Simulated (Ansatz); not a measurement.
Input file:

```
crystal:
  lattice:
    - [5.4941510587, 0.0, 0.0]
    - [-2.7470755293, 4.7580743891, 0.0]
    - [0.0, 0.0, 4.3317313455]
  atoms:
    - { symbol: Mn, position: [0.8510669797, 0.7021339595, 0.25], spin: 3.24 }
    - { symbol: Mn, position: [0.1489330203, 0.8510669797, 0.75], spin: 3.24 }
    - { symbol: Mn, position: [0.2978660405, 0.1489330203, 0.25], spin: 3.24 }
    - { symbol: Mn, position: [0.1489330203, 0.2978660405, 0.75], spin: 3.24 }
    - { symbol: Mn, position: [0.8510669797, 0.1489330203, 0.25], spin: 3.24 }
    - { symbol: Mn, position: [0.7021339595, 0.8510669797, 0.75], spin: 3.24 }
    - { symbol: Sn, position: [0.3333333333, 0.6666666667, 0.25], spin: -0.14 }
    - { symbol: Sn, position: [0.6666666667, 0.3333333333, 0.75], spin: -0.14 }
basis:
  ecutwfc: 420
kpoints:
  mp_grid: { grid: [6, 6, 8] }
hamiltonian:
  xc: pbe
scf:
  occupations: { method: gaussian, width: 0.1 }
output:
  forces: true
  stress: true
  eigenvalues: true
  populations: true
  write_density: true
  write_potential: true
  elf: true
  volumetric_format: npy
magnetization:
  spin_polarized: true
relax:
  adjacent_minimum: "off"
  f_tol: 0.01
  max_steps: 30
  cell: { stress_tol: 0.1, fix: [volume] }
```

Launched as:

```sh
ansatz run input.yaml --threads 2 --pin off --max-ram 5120MiB --backend cpu --events-out ev --progress --plain --runs-dir out
```

Below, planes, directions and counts refer to the conventional cell (a = 5.49 Å, b = 5.49 Å, c = 4.34 Å, α = 90.00°, β = 90.00°, γ = 120.00°).

The fields are those of the relaxed geometry.

Space group P6₃/mmc; changed on purpose from its base cell (volume × 0.94, shape and atoms relaxed); computed pressure about −3 GPa in this cell; the SCF solution may not be the lowest one; the program warned that another magnetic order may lie lower; spin-polarised.

All numbers below come from DFT PBE, scalar-relativistic, plane waves, PAW (Ansatz 0.2.0).

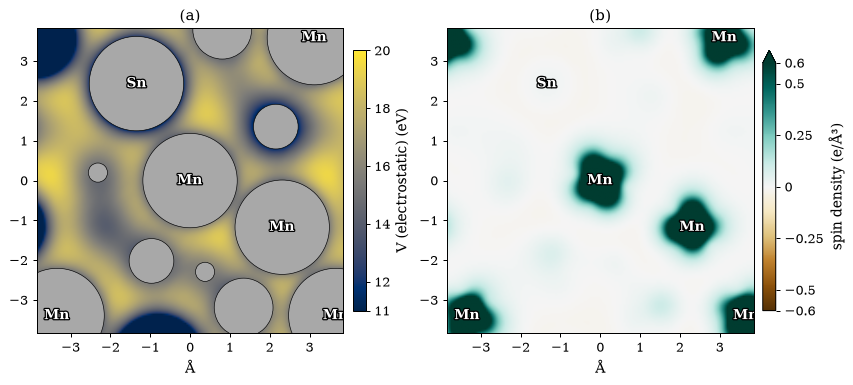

Mn3Sn. (a) electrostatic potential energy of an electron; (b) magnetisation density (up minus down) on the (111) plane of the conventional cell. Grey discs cover the atomic cores in the potential map.

> Interpret the plot.

- The section cuts through Mn and Sn sites.
- Atoms just off the plane (Mn, 0.9 Å away) can leave unmarked features too.
- The spin density sits on Mn: +1.7 μB (×6) in one cell of 8 atoms, with smaller moments on Sn (up to −0.07 μB): parallel main moments (a ferromagnetic arrangement) in this solution. The cell of the calculation (8 atoms) carries 10.5 μB of net spin moment.
- Outside the cores the potential energy rises away from the atoms and is highest about 1.7 Å from the nearest atoms; its zero is arbitrary.
